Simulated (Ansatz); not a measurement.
Geometry relaxation of Mo₇S₁₇ (part 2 of 2)

Mo₇S₁₇ (defect cell, 24 atoms in the cell); DFT PBE+D3(BJ), scalar-relativistic, plane waves, PAW, no spin polarisation (Ansatz 0.2.0); cutoff 420 eV, 3×3×2 k-mesh, Gaussian smearing of 0.01 eV. The structure derives from a Materials Project entry. It belongs to a series of runs on one base structure; here: S on a Mo site (d), charge +0, atoms relaxed at the host's cell.

Geometry of the input (Å; fractional positions):
```
3.1493  -5.4547  0.0000
-6.2986  -0.0000  0.0000
0.0000  0.0000  -12.0928
S  0.3333  0.1667  0.7500
Mo 0.8333  0.1667  0.7500
Mo 0.3333  0.6667  0.7500
Mo 0.8333  0.6667  0.7500
Mo 0.1667  0.3333  0.2500
Mo 0.6667  0.3333  0.2500
Mo 0.1667  0.8333  0.2500
Mo 0.6667  0.8333  0.2500
S  0.1667  0.3333  0.6205
S  0.6667  0.3333  0.6205
S  0.1667  0.8333  0.6205
S  0.6667  0.8333  0.6205
S  0.3333  0.1667  0.1205
S  0.8333  0.1667  0.1205
S  0.3333  0.6667  0.1205
S  0.8333  0.6667  0.1205
S  0.1667  0.3333  0.8795
S  0.6667  0.3333  0.8795
S  0.1667  0.8333  0.8795
S  0.6667  0.8333  0.8795
S  0.3333  0.1667  0.3795
S  0.8333  0.1667  0.3795
S  0.3333  0.6667  0.3795
S  0.8333  0.6667  0.3795
```

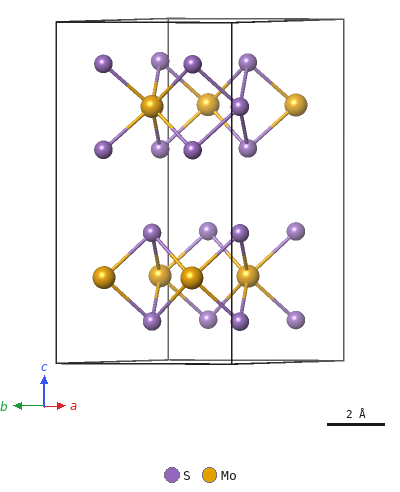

The geometry at step 3 of the log (ball-and-stick view of the cell of the calculation, seen at an oblique angle).

The program's output, continued
```
--- Forces (eV/Å), atoms counted from 1 ---
  atom   1  S     -0.00000000     0.00000000     0.00000000
  atom   2  Mo     0.00262204     0.00151384     0.00000000
  atom   3  Mo     0.00000000    -0.00302767     0.00000000
  atom   4  Mo    -0.00262204     0.00151384     0.00000000
  atom   5  Mo    -0.00044421     0.00025647     0.00000000
  atom   6  Mo     0.00000000    -0.00051293     0.00000000
  atom   7  Mo     0.00044421     0.00025647     0.00000000
  atom   8  Mo    -0.00000000     0.00000000     0.00000000
  atom   9  S      0.00134393    -0.00077592     0.00121331
  atom  10  S     -0.00000000     0.00155183     0.00121331
  atom  11  S     -0.00134393    -0.00077592     0.00121331
  atom  12  S      0.00000000    -0.00000000    -0.00843127
  atom  13  S     -0.00000000     0.00000000    -0.00019107
  atom  14  S      0.00044254     0.00025550     0.00042485
  atom  15  S      0.00000000    -0.00051100     0.00042485
  atom  16  S     -0.00044254     0.00025550     0.00042485
  atom  17  S      0.00134393    -0.00077592    -0.00121331
  atom  18  S     -0.00000000     0.00155183    -0.00121331
  atom  19  S     -0.00134393    -0.00077592    -0.00121331
  atom  20  S      0.00000000    -0.00000000     0.00843127
  atom  21  S     -0.00000000     0.00000000     0.00019107
  atom  22  S      0.00044254     0.00025550    -0.00042485
  atom  23  S      0.00000000    -0.00051100    -0.00042485
  atom  24  S     -0.00044254     0.00025550    -0.00042485
  max |Σ_I F_I| component: 5.10e-17 eV/Å
--- Band table (eV) ---
  k-point 0: bands = ["-50.5528", "-50.5154", "-50.5036", "-50.5036", "-50.3398", "-50.3069", "-50.3069", "-24.8807", "-24.8807", "-24.8769", "-24.7647", "-24.7152", "-24.6384", "-24.6252", "-24.6252", "-24.5639", "-24.5639", "-24.5583", "-24.5583", "-24.5574", "-24.4818", "-24.4659", "-24.4659", "-24.4166", "-24.4166", "-24.3544", "-24.3544", "-24.3373", "-6.0454", "-3.9759", "-2.9719", "-2.7356", "-2.5116", "-2.2628", "-2.2628", "-1.9953", "-1.9818", "-1.9818", "-1.8982", "-1.8494", "-1.8494", "-1.8091", "-1.4744", "-1.4744", "-0.5305", "3.5989", "3.8952", "3.8952", "4.2221", "4.3477", "4.3477", "4.3728", "4.9674", "5.2042", "5.2042", "5.2717", "5.4874", "5.4874", "5.8140", "5.8140", "5.9250", "6.2001", "6.2001", "6.6593", "7.0838", "7.0913", "7.0913", "7.1904", "7.1904", "7.1913", "7.3512", "7.5317", "7.6820", "7.6820", "7.6902", "7.6902", "8.0094", "8.2819", "8.2819", "8.3395", "8.4435", "8.4435", "8.6510", "8.6510", "8.8153", "8.8153", "9.1142", "9.3071", "9.3428", "9.3428", "9.5338", "9.5887", "9.5911", "9.5911", "10.0929", "10.1351", "10.1351", "10.1958", "10.1958", "10.5377", "11.9413", "12.4666", "12.6290", "12.6290", "12.6339", "12.7807", "12.8476", "12.8476", "13.0958", "13.0958", "13.1079", "13.1079", "13.1960", "13.3114", "13.3114", "13.4222", "13.4222", "13.5411", "13.5411", "13.7637", "13.7637", "14.0091", "14.2414", "14.2414"]
  k-point 1: bands = ["-50.5432", "-50.5204", "-50.5083", "-50.5036", "-50.3328", "-50.3139", "-50.3069", "-24.8301", "-24.8258", "-24.7787", "-24.7004", "-24.6947", "-24.6524", "-24.6320", "-24.6253", "-24.6187", "-24.6125", "-24.5715", "-24.5511", "-24.5380", "-24.5081", "-24.4899", "-24.4681", "-24.4305", "-24.4301", "-24.4167", "-24.3969", "-24.3461", "-5.8739", "-3.5734", "-3.1239", "-2.7738", "-2.5989", "-2.4192", "-2.3269", "-2.3046", "-2.1252", "-2.0169", "-2.0054", "-1.9496", "-1.8339", "-1.8191", "-1.5979", "-1.4495", "-0.2468", "3.8370", "4.2541", "4.4772", "4.6553", "4.7952", "4.8075", "4.8679", "5.2059", "5.2244", "5.2838", "5.4468", "5.4504", "5.5132", "5.7947", "5.9974", "6.2057", "6.3074", "6.3301", "6.6362", "6.8121", "6.8631", "6.9148", "7.0189", "7.0961", "7.2281", "7.2647", "7.3672", "7.4254", "7.6664", "7.8212", "7.8511", "7.9185", "7.9386", "8.0907", "8.1089", "8.2424", "8.3729", "8.4240", "8.4261", "8.5300", "8.7362", "8.7482", "8.9544", "8.9727", "9.0912", "9.1249", "9.3557", "9.4635", "9.7653", "9.7695", "9.8432", "9.8655", "10.0958", "10.2826", "10.4681", "11.2641", "12.1380", "12.2738", "12.4938", "12.5031", "12.5565", "12.6066", "12.7315", "12.8524", "12.8929", "12.9474", "12.9564", "13.0371", "13.1260", "13.2057", "13.2317", "13.4502", "13.4580", "13.5892", "13.6891", "13.8098", "13.8651", "13.9678", "14.0302"]
  k-point 2: bands = ["-50.5351", "-50.5198", "-50.5198", "-50.5008", "-50.3234", "-50.3233", "-50.3069", "-24.7776", "-24.7315", "-24.7098", "-24.7097", "-24.7037", "-24.6722", "-24.6572", "-24.6571", "-24.6243", "-24.6181", "-24.5951", "-24.5479", "-24.5468", "-24.5433", "-24.4892", "-24.4495", "-24.4491", "-24.4259", "-24.4168", "-24.4115", "-24.3892", "-5.7766", "-3.0854", "-3.0333", "-2.8816", "-2.8328", "-2.8146", "-2.5987", "-2.2648", "-2.2178", "-2.1468", "-2.0130", "-1.9280", "-1.7499", "-1.6926", "-1.6691", "-1.3706", "-0.1327", "3.7035", "4.6114", "4.7273", "4.7670", "5.0333", "5.0614", "5.0677", "5.2271", "5.5030", "5.5130", "5.5590", "5.9717", "6.0150", "6.1819", "6.2572", "6.2968", "6.3557", "6.4375", "6.5477", "6.5561", "6.6412", "6.6799", "6.8006", "6.8420", "6.8710", "6.9495", "6.9820", "7.1299", "7.1476", "7.3361", "7.4371", "7.6442", "7.9132", "7.9258", "7.9337", "8.2965", "8.3173", "8.3180", "8.4890", "8.5649", "8.7626", "9.0821", "9.1947", "9.2597", "9.2831", "9.4041", "9.4510", "9.4592", "9.4652", "9.5954", "9.6249", "9.6743", "10.2455", "10.6896", "10.8022", "10.8814", "11.0831", "12.0310", "12.0640", "12.0966", "12.2108", "12.5597", "12.5837", "12.7196", "12.7762", "12.7836", "12.8482", "12.9356", "13.0477", "13.0711", "13.1937", "13.2044", "13.3247", "13.6052", "13.6722", "13.7593", "13.7620", "13.7671", "14.0216"]
--- Relaxed structure (4 steps of the walk, 4 accepted, 0 SCFs on fresh bases) ---
  F+E_penalty+E_count = -50051.20192457 eV   max|allowed force component| = 8.431e-3 eV/Å
  atoms:
    - { symbol: S, position: [0.33333333333333337, 0.16666666666666663, 0.75] }
    - { symbol: Mo, position: [0.8333035485700745, 0.16660709714014882, 0.75] }
    - { symbol: Mo, position: [0.333392902859851, 0.6666964514299254, 0.75] }
    - { symbol: Mo, position: [0.8333035485700745, 0.6666964514299254, 0.75] }
    - { symbol: Mo, position: [0.16667802663983095, 0.333321973360169, 0.25] }
    - { symbol: Mo, position: [0.666643946720338, 0.33332197336016894, 0.25] }
    - { symbol: Mo, position: [0.16667802663983095, 0.8333560532796621, 0.25] }
    - { symbol: Mo, position: [0.6666666666666666, 0.8333333333333334, 0.25] }
    - { symbol: S, position: [0.1692508428871388, 0.3307491571128612, 0.6242988722790039] }
    - { symbol: S, position: [0.6614983142257224, 0.3307491571128611, 0.6242988722790039] }
    - { symbol: S, position: [0.16925084288713882, 0.8385016857742777, 0.6242988722790039] }
    - { symbol: S, position: [0.6666666666666666, 0.8333333333333334, 0.621098729254128] }
    - { symbol: S, position: [0.33333333333333337, 0.16666666666666663, 0.12063182208848705] }
    - { symbol: S, position: [0.8335144604375778, 0.16702892087515528, 0.12032386224126652] }
    - { symbol: S, position: [0.3329710791248446, 0.6664855395624222, 0.12032386224126652] }
    - { symbol: S, position: [0.8335144604375777, 0.6664855395624222, 0.12032386224126652] }
    - { symbol: S, position: [0.1692508428871388, 0.3307491571128612, 0.8757011277209962] }
    - { symbol: S, position: [0.6614983142257224, 0.3307491571128611, 0.8757011277209962] }
    - { symbol: S, position: [0.16925084288713882, 0.8385016857742777, 0.8757011277209962] }
    - { symbol: S, position: [0.6666666666666666, 0.8333333333333334, 0.8789012707458719] }
    - { symbol: S, position: [0.33333333333333337, 0.16666666666666663, 0.37936817791151295] }
    - { symbol: S, position: [0.8335144604375778, 0.16702892087515528, 0.3796761377587335] }
    - { symbol: S, position: [0.3329710791248446, 0.6664855395624222, 0.3796761377587335] }
    - { symbol: S, position: [0.8335144604375777, 0.6664855395624222, 0.3796761377587335] }
```

Trajectory as extended XYZ (Å, eV, eV/Å), 4 frames, from step=1 to step=4
```
24
Lattice="3.1493 -5.4547 0.0000 -6.2986 -0.0000 0.0000 0.0000 0.0000 -12.0928" Properties=species:S:1:pos:R:3:forces:R:3 step=1 energy=-50051.09681
S     0.0000   -1.8182   -9.0696    0.0000   0.0000   0.0000
Mo    1.5746   -4.5456   -9.0696   -0.2063  -0.1191   0.0000
Mo   -3.1493   -1.8182   -9.0696    0.0000   0.2382   0.0000
Mo   -1.5746   -4.5456   -9.0696    0.2063  -0.1191   0.0000
Mo   -1.5746   -0.9091   -3.0232    0.0252  -0.0146   0.0000
Mo    0.0000   -3.6365   -3.0232    0.0000   0.0292   0.0000
Mo   -4.7239   -0.9091   -3.0232   -0.0252  -0.0146   0.0000
Mo   -3.1493   -3.6365   -3.0232    0.0000   0.0000   0.0000
S    -1.5746   -0.9091   -7.5038    0.1569  -0.0906  -0.6241
S     0.0000   -3.6365   -7.5038    0.0000   0.1812  -0.6241
S    -4.7239   -0.9091   -7.5038   -0.1569  -0.0906  -0.6241
S    -3.1493   -3.6365   -7.5038    0.0000   0.0000  -0.1630
S     0.0000   -1.8182   -1.4574    0.0000   0.0000  -0.0295
S     1.5746   -4.5456   -1.4574   -0.0256  -0.0148   0.0321
S    -3.1493   -1.8182   -1.4574    0.0000   0.0296   0.0321
S    -1.5746   -4.5456   -1.4574    0.0256  -0.0148   0.0321
S    -1.5746   -0.9091  -10.6355    0.1569  -0.0906   0.6241
S     0.0000   -3.6365  -10.6355    0.0000   0.1812   0.6241
S    -4.7239   -0.9091  -10.6355   -0.1569  -0.0906   0.6241
S    -3.1493   -3.6365  -10.6355    0.0000   0.0000   0.1630
S     0.0000   -1.8182   -4.5891    0.0000   0.0000   0.0295
S     1.5746   -4.5456   -4.5891   -0.0256  -0.0148  -0.0321
S    -3.1493   -1.8182   -4.5891    0.0000   0.0296  -0.0321
S    -1.5746   -4.5456   -4.5891    0.0256  -0.0148  -0.0321
24
Lattice="3.1493 -5.4547 0.0000 -6.2986 -0.0000 0.0000 0.0000 0.0000 -12.0928" Properties=species:S:1:pos:R:3:forces:R:3 step=2 energy=-50051.19703
S     0.0000   -1.8182   -9.0696    0.0000   0.0000   0.0000
Mo    1.5735   -4.5463   -9.0696    0.0015   0.0008   0.0000
Mo   -3.1493   -1.8169   -9.0696    0.0000  -0.0017   0.0000
Mo   -1.5735   -4.5463   -9.0696   -0.0015   0.0008   0.0000
Mo   -1.5746   -0.9092   -3.0232   -0.0046   0.0026   0.0000
Mo    0.0000   -3.6364   -3.0232    0.0000  -0.0053   0.0000
Mo   -4.7240   -0.9092   -3.0232    0.0046   0.0026   0.0000
Mo   -3.1493   -3.6365   -3.0232    0.0000   0.0000   0.0000
S    -1.5597   -0.9177   -7.5493    0.1101  -0.0635   0.0377
S     0.0000   -3.6193   -7.5493    0.0000   0.1271   0.0377
S    -4.7388   -0.9177   -7.5493   -0.1101  -0.0635   0.0377
S    -3.1493   -3.6365   -7.5172    0.0000   0.0000   0.1058
S     0.0000   -1.8182   -1.4595    0.0000   0.0000   0.0171
S     1.5722   -4.5470   -1.4550    0.0126   0.0073   0.0006
S    -3.1493   -1.8154   -1.4550    0.0000  -0.0145   0.0006
S    -1.5722   -4.5470   -1.4550   -0.0126   0.0073   0.0006
S    -1.5597   -0.9177  -10.5899    0.1101  -0.0635  -0.0377
S     0.0000   -3.6193  -10.5899    0.0000   0.1271  -0.0377
S    -4.7388   -0.9177  -10.5899   -0.1101  -0.0635  -0.0377
S    -3.1493   -3.6365  -10.6220    0.0000   0.0000  -0.1058
S     0.0000   -1.8182   -4.5870    0.0000   0.0000  -0.0171
S     1.5722   -4.5470   -4.5914    0.0126   0.0073  -0.0006
S    -3.1493   -1.8154   -4.5914    0.0000  -0.0145  -0.0006
S    -1.5722   -4.5470   -4.5914   -0.0126   0.0073  -0.0006
24
Lattice="3.1493 -5.4547 0.0000 -6.2986 -0.0000 0.0000 0.0000 0.0000 -12.0928" Properties=species:S:1:pos:R:3:forces:R:3 step=3 energy=-50051.20185
S     0.0000   -1.8182   -9.0696    0.0000   0.0000   0.0000
Mo    1.5738   -4.5461   -9.0696    0.0280   0.0161   0.0000
Mo   -3.1493   -1.8173   -9.0696    0.0000  -0.0323   0.0000
Mo   -1.5738   -4.5461   -9.0696   -0.0280   0.0161   0.0000
Mo   -1.5746   -0.9092   -3.0232    0.0024  -0.0014   0.0000
Mo    0.0000   -3.6364   -3.0232    0.0000   0.0028   0.0000
Mo   -4.7240   -0.9092   -3.0232   -0.0024  -0.0014   0.0000
Mo   -3.1493   -3.6365   -3.0232    0.0000   0.0000   0.0000
S    -1.5501   -0.9233   -7.5492   -0.0009   0.0005   0.0000
S     0.0000   -3.6081   -7.5492    0.0000  -0.0010   0.0000
S    -4.7485   -0.9233   -7.5492    0.0009   0.0005   0.0000
S    -3.1493   -3.6365   -7.5107    0.0000   0.0000  -0.0268
S     0.0000   -1.8182   -1.4585    0.0000   0.0000  -0.0074
S     1.5732   -4.5464   -1.4550   -0.0041  -0.0024  -0.0015
S    -3.1493   -1.8166   -1.4550    0.0000   0.0047  -0.0015
S    -1.5732   -4.5464   -1.4550    0.0041  -0.0024  -0.0015
S    -1.5501   -0.9233  -10.5900   -0.0009   0.0005   0.0000
S     0.0000   -3.6081  -10.5900    0.0000  -0.0010   0.0000
S    -4.7485   -0.9233  -10.5900    0.0009   0.0005   0.0000
S    -3.1493   -3.6365  -10.6286    0.0000   0.0000   0.0268
S     0.0000   -1.8182   -4.5880    0.0000   0.0000   0.0074
S     1.5732   -4.5464   -4.5915   -0.0041  -0.0024   0.0015
S    -3.1493   -1.8166   -4.5915    0.0000   0.0047   0.0015
S    -1.5732   -4.5464   -4.5915    0.0041  -0.0024   0.0015
24
Lattice="3.1493 -5.4547 0.0000 -6.2986 -0.0000 0.0000 0.0000 0.0000 -12.0928" Properties=species:S:1:pos:R:3:forces:R:3 step=4 energy=-50051.20193
S     0.0000   -1.8182   -9.0696    0.0000   0.0000   0.0000
Mo    1.5749   -4.5454   -9.0696    0.0026   0.0015   0.0000
Mo   -3.1493   -1.8186   -9.0696    0.0000  -0.0030   0.0000
Mo   -1.5749   -4.5454   -9.0696   -0.0026   0.0015   0.0000
Mo   -1.5745   -0.9092   -3.0232   -0.0004   0.0003   0.0000
Mo    0.0000   -3.6363   -3.0232    0.0000  -0.0005   0.0000
Mo   -4.7240   -0.9092   -3.0232    0.0004   0.0003   0.0000
Mo   -3.1493   -3.6365   -3.0232    0.0000   0.0000   0.0000
S    -1.5502   -0.9232   -7.5495    0.0013  -0.0008   0.0012
S     0.0000   -3.6083   -7.5495    0.0000   0.0016   0.0012
S    -4.7483   -0.9232   -7.5495   -0.0013  -0.0008   0.0012
S    -3.1493   -3.6365   -7.5108    0.0000   0.0000  -0.0084
S     0.0000   -1.8182   -1.4588    0.0000   0.0000  -0.0002
S     1.5729   -4.5466   -1.4551    0.0004   0.0003   0.0004
S    -3.1493   -1.8163   -1.4551    0.0000  -0.0005   0.0004
S    -1.5729   -4.5466   -1.4551   -0.0004   0.0003   0.0004
S    -1.5502   -0.9232  -10.5897    0.0013  -0.0008  -0.0012
S     0.0000   -3.6083  -10.5897    0.0000   0.0016  -0.0012
S    -4.7483   -0.9232  -10.5897   -0.0013  -0.0008  -0.0012
S    -3.1493   -3.6365  -10.6284    0.0000   0.0000   0.0084
S     0.0000   -1.8182   -4.5876    0.0000   0.0000   0.0002
S     1.5729   -4.5466   -4.5914    0.0004   0.0003  -0.0004
S    -3.1493   -1.8163   -4.5914    0.0000  -0.0005  -0.0004
S    -1.5729   -4.5466   -4.5914   -0.0004   0.0003  -0.0004
```

Summary

| quantity | value |
| --- | --- |
| outcome | converged |
| electrons treated | 200 |
| free energy | −50051.2019 eV |
| Fermi energy | 10.842 eV |
| gap on the k-point mesh | 0.08 eV |
| final volume | 415.47 Å³ |
| largest force (length of the vector) at the end | 0.008 eV/Å |
| hardware | 4 threads of AMD EPYC (Zen 3), 32 GiB of memory available, shared host |
| wall time | 19 s (CPU time 72 s) |
| peak memory | 1.1 GiB |
